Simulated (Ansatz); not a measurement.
Run report: Hf₈S₁₅, geometry relaxation (part 1 of 4)

System: Hf₈S₁₅ (slab, 23 atoms in the cell).
Method: DFT PBEsol+D3(BJ), scalar-relativistic, plane waves, PAW, spin-polarised (Ansatz 0.2.0).

The structure derives from a Materials Project entry. The input holds or restrains some coordinates. Forces given for the steps count only the free coordinates. It belongs to a series of runs on one base structure; here: S vacancy, atoms relaxed. Figures and captions count atoms from 1; the log counts them from 0 in places.

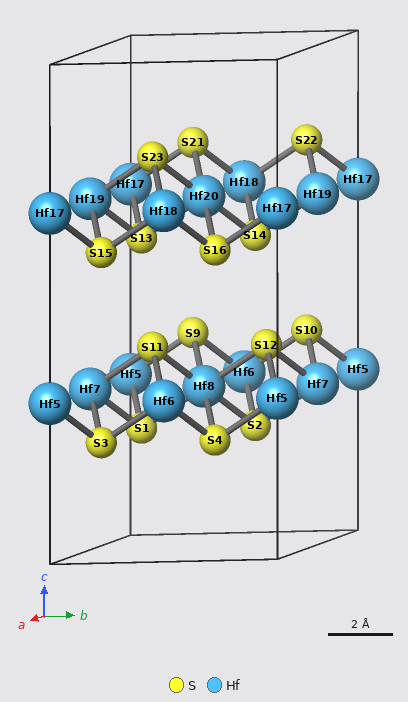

Figure 1. The input geometry (ball-and-stick view of the cell of the calculation, with the vacuum cut short, seen slightly off an axis; atoms are numbered from 1 in the order of the input). An atom can appear more than once, as a periodic image.

Input file:
```yaml
crystal:
  lattice:
    - [7.27932836, 0.0, 0.0]
    - [-3.63966418, 6.30408328, 0.0]
    - [0.0, 0.0, 26.914368877]
  atoms:
    - { symbol: S, position: [0.333333335, 0.16666667, 0.3343938712] }
    - { symbol: S, position: [0.333333335, 0.66666667, 0.3343938712] }
    - { symbol: S, position: [0.833333335, 0.16666667, 0.3343938712] }
    - { symbol: S, position: [0.833333335, 0.66666667, 0.3343938712] }
    - { symbol: Hf, position: [0.0, 0.0, 0.3875031708] }
    - { symbol: Hf, position: [0.0, 0.5, 0.3875031708] }
    - { symbol: Hf, position: [0.5, 0.0, 0.3875031708] }
    - { symbol: Hf, position: [0.5, 0.5, 0.3875031708] }
    - { symbol: S, position: [0.166666665, 0.33333333, 0.4406124604] }
    - { symbol: S, position: [0.166666665, 0.83333333, 0.4406124604] }
    - { symbol: S, position: [0.666666665, 0.33333333, 0.4406124604] }
    - { symbol: S, position: [0.666666665, 0.83333333, 0.4406124604] }
    - { symbol: S, position: [0.333333335, 0.16666667, 0.5593875396] }
    - { symbol: S, position: [0.333333335, 0.66666667, 0.5593875396] }
    - { symbol: S, position: [0.833333335, 0.16666667, 0.5593875396] }
    - { symbol: S, position: [0.833333335, 0.66666667, 0.5593875396] }
    - { symbol: Hf, position: [0.0, 0.0, 0.6124968292], spin: 0.5 }
    - { symbol: Hf, position: [0.0, 0.5, 0.6124968292] }
    - { symbol: Hf, position: [0.5, 0.0, 0.6124968292], spin: 0.5 }
    - { symbol: Hf, position: [0.5, 0.5, 0.6124968292], spin: 0.5 }
    - { symbol: S, position: [0.166666665, 0.33333333, 0.6656061288] }
    - { symbol: S, position: [0.166666665, 0.83333333, 0.6656061288] }
    - { symbol: S, position: [0.666666665, 0.33333333, 0.6656061288] }
basis:
  ecutwfc: 420.0
  fft_grid_basis: typed
kpoints:
  mp_grid: { grid: [6, 6, 1] }
hamiltonian:
  xc: pbesol
  dispersion: d3bj
  pseudopotentials: { kind: paw }
scf:
  occupations: { method: gaussian, width: 0.05 }
output:
  forces: true
  eigenvalues: true
  populations: true
efield:
  axis: 3
  dipole_correction: true
  ramp_width: 0.04
magnetization:
  spin_polarized: true
relax:
  adjacent_minimum: "off"
  f_tol: 0.04
  max_steps: 40
  constraints: [{ sites: [0, 1, 2, 3, 4, 5, 6, 7, 8, 9, 10, 11] }]
```

Run as:
```bash
ansatz run input.yaml --threads 4 --pin off --max-ram 8847MiB --backend cpu --events-out ev --progress --plain --runs-dir out
```

The program's output:
```
Engine: ansatz 0.2.0, aarch64-unknown-linux-gnu
Pseudopotentials: kind: paw
Pseudopotential: S, paw, valence charge 6, recommended cutoff 420 eV (normal), S.paw.azcp
Pseudopotential: Hf, paw, valence charge 26, recommended cutoff 420 eV (normal), Hf.paw.azcp
Functional definition: PBEsol
  exchange = pbesol_x
  correlation = pbesol_c
Crystal: 23 atoms, lattice volume = 1235.087 Å³
Basis set: ecut = 420 eV, 24101 PW (Γ), exchange–correlation on 100×100×360 points (8 copies of the dense FFT grid, shifted against one another)
Bands: 180, of which v1, the nominal top of the filled ones, is band 149 counted from 1 (148 counted from 0)
Symmetry: 6 space group operations
k-points: 7 of 36 (time reversal used)
Non-local potential: S, projectors of the file, l = 0: 2, l = 1: 2, l = 2: 2
Non-local potential: Hf, projectors of the file, l = 0: 3, l = 1: 2, l = 2: 2, l = 3: 3
PAW form: soft (Blöchl's): semilocal exchange-correlation on the pseudo side does not see the compensation charge
PAW frozen core: S, regenerated for the run's functional, and the local potential with it (the file was generated under x = pbe(κ = 0.804, μ = 0.2195149727645171), c = pbe(β = 0.06672455060314922))
PAW frozen core: Hf, regenerated for the run's functional, and the local potential with it (the file was generated under x = pbe(κ = 0.804, μ = 0.2195149727645171), c = pbe(β = 0.06672455060314922))
PAW one-centre angular grid: S, 110 points (default); XC on 64 Gauss nodes
PAW one-centre angular grid: Hf, 590 points (default); XC on 64 Gauss nodes
Starting moments: Σ|m| = 1.5 μB on 3 of 23 sites
Initial wavefunctions: pseudopotential atomic-orbital guess
Functional: x = pbesol(κ = 0.804, μ = 0.12345679012345678), c = pbesol(β = 0.046)
SCF iter   1: F=—  HF=-138103.189066 eV  |F-HF|=—  |Δ(HF+E_count)|=         —  Δρ=1.64e-2 (↑1.64e-2 ↓1.60e-2)  dr2=2.37e1  dr2_m=3.96e-2  M=1.227 μB ∫|m|=1.278 μB  β_m=1.00  ethr=3.10e-3  p=-0.000 e·Å  D=-4.87e-10 V/Å  ΔV_dip=0.00 eV  dr2_dipole=9.90e-1  V_vac-E_F(+/−)=5.65/5.65 eV  ⟨swp⟩=7.3  Hψ=10193  notcnv=0  defer=46
Mixer restart at iter 1: flushing history
efield: sawtooth ramp at fractional position 0.9800 (placed from the atoms, in the widest stretch of the axis that holds none; the zero of the levels goes with the place), width 0.0400; the density the first Hamiltonian is built on has a dipole p = -0.000 e·Å; the dipole correction subtracts the counter field D = -4.87e-10 V/Å, which shifts the + side's vacuum level by +0.00 eV against the − side's; the planar-averaged density in the ramp window peaks in size at 1.8e-8 e/Å³
preconditioner: auto → LDOS  [metal: Δε(μ)=0.026 eV  Ē_g=11.376 eV  σ=0.050 eV  W_gap=0.29  n_scr=228 (ndim 8)  ℏωp=16.2 eV  f_vac=0.557  D(μ)=8.05/eV (n_scr^D=26)]
spin=Collinear: LDOS preconditioning applied to the charge; magnetization (m = ρ↑ − ρ↓) channel mixes plain (no charge-response kernel on spin).
SCF iter   2: F=—  HF=-138098.339037 eV  |F-HF|=—  |Δ(HF+E_count)|=    4.85e0  Δρ=9.72e-3 (↑9.64e-3 ↓9.72e-3)  dr2=7.92e0  dr2_m=4.42e-3  M=1.377 μB ∫|m|=1.424 μB  β_m=0.46  ethr=3.10e-3  p=0.023 e·Å  D=3.36e-3 V/Å  ΔV_dip=-0.09 eV  dr2_dipole=4.35e-1  V_vac-E_F(+/−)=5.26/5.35 eV  ⟨swp⟩=2.1  Hψ=3741  notcnv=0  defer=301
density mixer auto → msr1: a metal under ldos (density of states about μ 0.46 of a free-electron gas's, 228 screened modes)
SCF iter   3: F=—  HF=-138096.610236 eV  |F-HF|=—  |Δ(HF+E_count)|=    1.73e0  Δρ=3.66e-3 (↑3.44e-3 ↓3.66e-3)  dr2=5.43e-1  dr2_m=9.71e-3  M=1.402 μB ∫|m|=1.450 μB  β_m=0.62  ethr=2.66e-3  p=0.062 e·Å  D=9.13e-3 V/Å  ΔV_dip=-0.25 eV  dr2_dipole=5.60e-2  V_vac-E_F(+/−)=4.88/5.13 eV  ⟨swp⟩=2.9  Hψ=4159  notcnv=0  defer=305
SCF iter   4: F=—  HF=-138096.627660 eV  |F-HF|=—  |Δ(HF+E_count)|=   1.74e-2  Δρ=7.31e-4 (↑7.15e-4 ↓7.31e-4)  dr2=1.86e-2  dr2_m=1.37e-3  M=1.325 μB ∫|m|=1.362 μB  β_m=0.65  ethr=1.82e-4  p=0.097 e·Å  D=1.42e-2 V/Å  ΔV_dip=-0.38 eV  dr2_dipole=7.19e-7  V_vac-E_F(+/−)=4.83/5.21 eV  ⟨swp⟩=3.4  Hψ=4886  notcnv=0  defer=307
SCF iter   5: F=—  HF=-138096.633718 eV  |F-HF|=—  |Δ(HF+E_count)|=         —  Δρ=4.06e-4 (↑3.62e-4 ↓4.06e-4)  dr2=5.39e-3  dr2_m=5.30e-4  M=1.278 μB ∫|m|=1.313 μB  β_m=0.65  ethr=6.23e-6  p=0.099 e·Å  D=1.45e-2 V/Å  ΔV_dip=-0.39 eV  dr2_dipole=2.21e-4  V_vac-E_F(+/−)=4.82/5.22 eV  ⟨swp⟩=2.4  Hψ=4722  notcnv=0  defer=307
SCF iter   6: F=—  HF=-138096.635704 eV  |F-HF|=—  |Δ(HF+E_count)|=   1.99e-3  Δρ=2.71e-4 (↑1.61e-4 ↓2.71e-4)  dr2=2.35e-3  dr2_m=3.38e-4  M=1.217 μB ∫|m|=1.251 μB  β_m=0.59  ethr=1.81e-6  p=0.098 e·Å  D=1.43e-2 V/Å  ΔV_dip=-0.39 eV  dr2_dipole=6.20e-5  V_vac-E_F(+/−)=4.82/5.21 eV  ⟨swp⟩=2.1  Hψ=4655  notcnv=0  defer=307
SCF iter   7: F=—  HF=-138096.636280 eV  |F-HF|=—  |Δ(HF+E_count)|=   5.77e-4  Δρ=2.43e-4 (↑1.10e-4 ↓2.43e-4)  dr2=2.64e-3  dr2_m=2.61e-4  M=1.186 μB ∫|m|=1.219 μB  β_m=0.60  ethr=7.90e-7  p=0.100 e·Å  D=1.46e-2 V/Å  ΔV_dip=-0.39 eV  dr2_dipole=4.09e-4  V_vac-E_F(+/−)=4.83/5.22 eV  ⟨swp⟩=2.0  Hψ=4616  notcnv=0  defer=307
SCF iter   8: F=—  HF=-138096.638314 eV  |F-HF|=—  |Δ(HF+E_count)|=   2.03e-3  Δρ=2.04e-4 (↑1.18e-4 ↓2.04e-4)  dr2=3.99e-3  dr2_m=1.35e-4  M=1.091 μB ∫|m|=1.120 μB  β_m=0.49  ethr=7.90e-7  p=0.092 e·Å  D=1.35e-2 V/Å  ΔV_dip=-0.36 eV  dr2_dipole=5.03e-5  V_vac-E_F(+/−)=4.85/5.21 eV  ⟨swp⟩=2.7  Hψ=4510  notcnv=0  defer=307
SCF iter   9: F=—  HF=-138096.639099 eV  |F-HF|=—  |Δ(HF+E_count)|=   7.85e-4  Δρ=1.84e-4 (↑1.26e-4 ↓1.84e-4)  dr2=3.62e-3  dr2_m=1.23e-4  M=0.989 μB ∫|m|=1.015 μB  β_m=0.22  ethr=7.90e-7  p=0.097 e·Å  D=1.42e-2 V/Å  ΔV_dip=-0.38 eV  dr2_dipole=1.00e-3  V_vac-E_F(+/−)=4.86/5.24 eV  ⟨swp⟩=2.7  Hψ=4229  notcnv=0  defer=307
SCF iter  10: F=—  HF=-138096.639522 eV  |F-HF|=—  |Δ(HF+E_count)|=   4.23e-4  Δρ=1.64e-4 (↑1.43e-4 ↓1.64e-4)  dr2=1.71e-3  dr2_m=1.01e-4  M=0.895 μB ∫|m|=0.919 μB  β_m=0.65  ethr=7.90e-7  p=0.090 e·Å  D=1.32e-2 V/Å  ΔV_dip=-0.35 eV  dr2_dipole=2.17e-4  V_vac-E_F(+/−)=4.87/5.22 eV  ⟨swp⟩=2.8  Hψ=3888  notcnv=0  defer=306
SCF iter  11: F=—  HF=-138096.641240 eV  |F-HF|=—  |Δ(HF+E_count)|=   1.72e-3  Δρ=1.20e-4 (↑1.09e-4 ↓1.20e-4)  dr2=7.72e-4  dr2_m=7.74e-5  M=0.648 μB ∫|m|=0.666 μB  β_m=0.60  ethr=5.73e-7  p=0.082 e·Å  D=1.20e-2 V/Å  ΔV_dip=-0.32 eV  dr2_dipole=3.20e-5  V_vac-E_F(+/−)=4.89/5.21 eV  ⟨swp⟩=3.4  Hψ=5069  notcnv=0  defer=304
SCF iter  12: F=—  HF=-138096.641690 eV  |F-HF|=—  |Δ(HF+E_count)|=   4.50e-4  Δρ=1.78e-4 (↑1.37e-4 ↓1.78e-4)  dr2=1.38e-3  dr2_m=1.94e-4  M=0.503 μB ∫|m|=0.514 μB  β_m=0.54  ethr=2.59e-7  p=0.075 e·Å  D=1.09e-2 V/Å  ΔV_dip=-0.29 eV  dr2_dipole=2.21e-4  V_vac-E_F(+/−)=4.91/5.21 eV  ⟨swp⟩=3.5  Hψ=5295  notcnv=0  defer=304
SCF iter  13: F=—  HF=-138096.641675 eV  |F-HF|=—  |Δ(HF+E_count)|=   1.56e-5  Δρ=6.93e-5 (↑4.49e-5 ↓6.93e-5)  dr2=2.70e-4  dr2_m=2.42e-5  M=0.578 μB ∫|m|=0.592 μB  β_m=0.54  ethr=2.59e-7  p=0.080 e·Å  D=1.18e-2 V/Å  ΔV_dip=-0.32 eV  dr2_dipole=1.29e-5  V_vac-E_F(+/−)=4.90/5.22 eV  ⟨swp⟩=3.5  Hψ=5055  notcnv=0  defer=298
SCF iter  14: F=—  HF=-138096.641775 eV  |F-HF|=—  |Δ(HF+E_count)|=   1.00e-4  Δρ=3.07e-5 (↑2.91e-5 ↓3.07e-5)  dr2=3.50e-5  dr2_m=7.02e-6  M=0.533 μB ∫|m|=0.544 μB  β_m=0.48  ethr=9.05e-8  p=0.078 e·Å  D=1.14e-2 V/Å  ΔV_dip=-0.31 eV  dr2_dipole=2.03e-6  V_vac-E_F(+/−)=4.91/5.21 eV  ⟨swp⟩=3.3  Hψ=4896  notcnv=0  defer=298
SCF iter  15: F=—  HF=-138096.641780 eV  |F-HF|=—  |Δ(HF+E_count)|=   5.51e-6  Δρ=1.00e-5 (↑9.89e-6 ↓1.00e-5)  dr2=1.27e-5  dr2_m=5.70e-7  M=0.541 μB ∫|m|=0.553 μB  β_m=0.52  ethr=1.17e-8  p=0.078 e·Å  D=1.15e-2 V/Å  ΔV_dip=-0.31 eV  dr2_dipole=4.57e-7  V_vac-E_F(+/−)=4.91/5.21 eV  ⟨swp⟩=2.5  Hψ=4612  notcnv=0  defer=298
SCF iter  16: F=—  HF=-138096.641782 eV  |F-HF|=—  |Δ(HF+E_count)|=   1.96e-6  Δρ=6.35e-6 (↑6.22e-6 ↓6.35e-6)  dr2=2.12e-6  dr2_m=2.71e-7  M=0.539 μB ∫|m|=0.551 μB  β_m=0.57  ethr=4.26e-9  p=0.078 e·Å  D=1.15e-2 V/Å  ΔV_dip=-0.31 eV  dr2_dipole=2.30e-7  V_vac-E_F(+/−)=4.91/5.22 eV  ⟨swp⟩=14.1  Hψ=10967  notcnv=0
SCF iter  17: F=-138096.641784 eV  HF=-138096.641784 eV  |F-HF|=1.04e-7  |Δ(HF+E_count)|=   1.56e-6  Δρ=3.69e-6 (↑3.43e-6 ↓3.69e-6)  dr2=5.24e-7  dr2_m=9.66e-8  M=0.539 μB ∫|m|=0.551 μB  ethr=7.11e-10  p=0.078 e·Å  D=1.15e-2 V/Å  ΔV_dip=-0.31 eV  dr2_dipole=1.08e-8  V_vac-E_F(+/−)=4.91/5.21 eV  ⟨swp⟩=4.6  Hψ=7299  notcnv=0
SCF 1 converged in 17 iterations: F = -138096.641784 eV  dr2 = 5.24e-7
  greatest PAW one-centre occupation: 0.998 electrons in one spin orbital (limit 2), on the Hf atom at site 16 (counted from 0), in its partial waves of l = 3
relax step   1: F+E_penalty+E_count = -138096.64178409 eV  Δ(F+E_penalty+E_count) = +0.000e0 eV  max|allowed force component| = 5.165e-1 eV/Å  Δτ_max = 0.0000 Å  (17 SCF iters, dr2 threshold 4.00e-5 eV, accepted)
Initial density: handed on by an earlier stage of this run
Starting moments: Σ|m| = 1.5 μB on 3 of 23 sites; this step starts from the density that it was given
Initial wavefunctions: those handed on with the density
iter 1 solved again at ethr=3.16e-4 eV; its pass at ethr=3.10e-3 eV (dr2=9.41e-1 eV) is discarded
SCF iter   1: F=—  HF=-138096.815866 eV  |F-HF|=—  |Δ(HF+E_count)|=         —  Δρ=4.06e-3 (↑4.06e-3 ↓3.81e-3)  dr2=9.51e-1  dr2_m=8.04e-2  M=0.842 μB ∫|m|=0.854 μB  β_m=0.53  ethr=3.16e-4  p=0.078 e·Å  D=1.15e-2 V/Å  ΔV_dip=-0.31 eV  dr2_dipole=2.46e-1  V_vac-E_F(+/−)=4.80/5.11 eV  ⟨swp⟩=1.4  Hψ=8951  notcnv=0  defer=215
efield: sawtooth ramp at fractional position 0.9800 (handed on by an earlier solve), width 0.0400; the density the first Hamiltonian is built on has a dipole p = 0.078 e·Å; the dipole correction subtracts the counter field D = 1.15e-2 V/Å, which shifts the + side's vacuum level by -0.31 eV against the − side's; the planar-averaged density in the ramp window peaks in size at 1.2e-8 e/Å³
preconditioner: auto → LDOS  [metal: Δε(μ)=0.006 eV  Ē_g=11.596 eV  σ=0.050 eV  W_gap=0.06  n_scr=228 (ndim 8)  ℏωp=16.2 eV  f_vac=0.570  D(μ)=13.62/eV (n_scr^D=66)]
spin=Collinear: LDOS preconditioning applied to the charge; magnetization (m = ρ↑ − ρ↓) channel mixes plain (no charge-response kernel on spin).
SCF iter   2: F=—  HF=-138096.809192 eV  |F-HF|=—  |Δ(HF+E_count)|=   6.67e-3  Δρ=2.46e-3 (↑2.39e-3 ↓2.46e-3)  dr2=3.96e-1  dr2_m=2.35e-2  M=1.001 μB ∫|m|=1.010 μB  β_m=0.52  ethr=3.16e-4  p=0.084 e·Å  D=1.23e-2 V/Å  ΔV_dip=-0.33 eV  dr2_dipole=9.20e-2  V_vac-E_F(+/−)=4.80/5.13 eV  ⟨swp⟩=2.0  Hψ=2620  notcnv=0  defer=226
density mixer auto → msr1: a metal under ldos (density of states about μ 0.51 of a free-electron gas's, 228 screened modes)
SCF iter   3: F=—  HF=-138096.811223 eV  |F-HF|=—  |Δ(HF+E_count)|=   2.03e-3  Δρ=6.49e-4 (↑5.37e-4 ↓6.49e-4)  dr2=2.68e-2  dr2_m=1.82e-3  M=1.265 μB ∫|m|=1.285 μB  β_m=0.66  ethr=1.33e-4  p=0.085 e·Å  D=1.25e-2 V/Å  ΔV_dip=-0.34 eV  dr2_dipole=4.06e-3  V_vac-E_F(+/−)=4.84/5.18 eV  ⟨swp⟩=2.0  Hψ=3744  notcnv=0  defer=262
SCF iter   4: F=—  HF=-138096.817351 eV  |F-HF|=—  |Δ(HF+E_count)|=   6.13e-3  Δρ=3.46e-4 (↑2.47e-4 ↓3.46e-4)  dr2=3.08e-3  dr2_m=7.67e-4  M=1.370 μB ∫|m|=1.398 μB  β_m=0.69  ethr=9.00e-6  p=0.083 e·Å  D=1.22e-2 V/Å  ΔV_dip=-0.33 eV  dr2_dipole=5.40e-4  V_vac-E_F(+/−)=4.86/5.19 eV  ⟨swp⟩=2.4  Hψ=4485  notcnv=0  defer=268
SCF iter   5: F=—  HF=-138096.819790 eV  |F-HF|=—  |Δ(HF+E_count)|=   2.44e-3  Δρ=1.61e-4 (↑1.61e-4 ↓1.29e-4)  dr2=4.22e-4  dr2_m=1.53e-4  M=1.436 μB ∫|m|=1.470 μB  β_m=0.64  ethr=1.03e-6  p=0.084 e·Å  D=1.23e-2 V/Å  ΔV_dip=-0.33 eV  dr2_dipole=4.04e-6  V_vac-E_F(+/−)=4.86/5.19 eV  ⟨swp⟩=2.6  Hψ=4685  notcnv=0  defer=270
SCF iter   6: F=—  HF=-138096.819945 eV  |F-HF|=—  |Δ(HF+E_count)|=   1.55e-4  Δρ=6.93e-5 (↑6.93e-5 ↓6.62e-5)  dr2=8.83e-5  dr2_m=4.19e-5  M=1.456 μB ∫|m|=1.492 μB  β_m=0.72  ethr=1.42e-7  p=0.085 e·Å  D=1.25e-2 V/Å  ΔV_dip=-0.34 eV  dr2_dipole=9.62e-6  V_vac-E_F(+/−)=4.86/5.19 eV  ⟨swp⟩=2.5  Hψ=4628  notcnv=0  defer=270
SCF iter   7: F=—  HF=-138096.820113 eV  |F-HF|=—  |Δ(HF+E_count)|=   1.68e-4  Δρ=2.93e-5 (↑2.93e-5 ↓2.85e-5)  dr2=1.99e-5  dr2_m=7.00e-6  M=1.473 μB ∫|m|=1.512 μB  β_m=0.74  ethr=2.96e-8  p=0.086 e·Å  D=1.26e-2 V/Å  ΔV_dip=-0.34 eV  dr2_dipole=9.40e-7  V_vac-E_F(+/−)=4.85/5.19 eV  ⟨swp⟩=2.8  Hψ=4639  notcnv=0  defer=272
iter 8 did not close the SCF: its close was put off for a magnetic moment that had not settled (scf_convergence_deferred on its scf_iter line)
SCF iter   8: F=-138096.820144 eV  HF=-138096.820144 eV  |F-HF|=1.18e-8  |Δ(HF+E_count)|=   3.02e-5  Δρ=1.07e-5 (↑9.97e-6 ↓1.07e-5)  dr2=4.84e-6  dr2_m=7.79e-7  M=1.484 μB ∫|m|=1.525 μB  β_m=0.81  ethr=5.59e-9  p=0.086 e·Å  D=1.26e-2 V/Å  ΔV_dip=-0.34 eV  dr2_dipole=1.97e-7  V_vac-E_F(+/−)=4.85/5.19 eV  ⟨swp⟩=15.9  Hψ=12399  notcnv=0
SCF iter   9: F=-138096.820147 eV  HF=-138096.820147 eV  |F-HF|=2.41e-7  |Δ(HF+E_count)|=   3.70e-6  Δρ=3.88e-6 (↑3.88e-6 ↓3.86e-6)  dr2=8.72e-7  dr2_m=4.27e-8  M=1.486 μB ∫|m|=1.527 μB  ethr=1.62e-9  p=0.086 e·Å  D=1.26e-2 V/Å  ΔV_dip=-0.34 eV  dr2_dipole=2.92e-8  V_vac-E_F(+/−)=4.85/5.19 eV  ⟨swp⟩=4.2  Hψ=9472  notcnv=0
SCF 2 converged in 9 iterations: F = -138096.820147 eV  dr2 = 8.72e-7
[... from here on the iterations of each SCF are left out, up to the last one ...]
relax step   2: F+E_penalty+E_count = -138096.82014702 eV  Δ(F+E_penalty+E_count) = -1.784e-1 eV  max|allowed force component| = 2.177e-1 eV/Å  Δτ_max = 0.1914 Å  (9 SCF iters, dr2 threshold 1.67e-5 eV, accepted)
[... from here on the SCF iterations and repeated set-up lines of each step are left out, up to the last step ...]
SCF 3 converged in 8 iterations: F = -138096.929677 eV  dr2 = 5.58e-7
relax step   3: F+E_penalty+E_count = -138096.92967698 eV  Δ(F+E_penalty+E_count) = -1.095e-1 eV  max|allowed force component| = 6.984e-2 eV/Å  Δτ_max = 0.1955 Å  (8 SCF iters, dr2 threshold 2.96e-6 eV, accepted)
SCF 4 converged in 11 iterations: F = -138096.982767 eV  dr2 = 2.03e-9
relax step   4: F+E_penalty+E_count = -138096.98276653 eV  Δ(F+E_penalty+E_count) = -5.309e-2 eV  max|allowed force component| = 4.742e-2 eV/Å  Δτ_max = 0.1923 Å  (11 SCF iters, accepted)
```
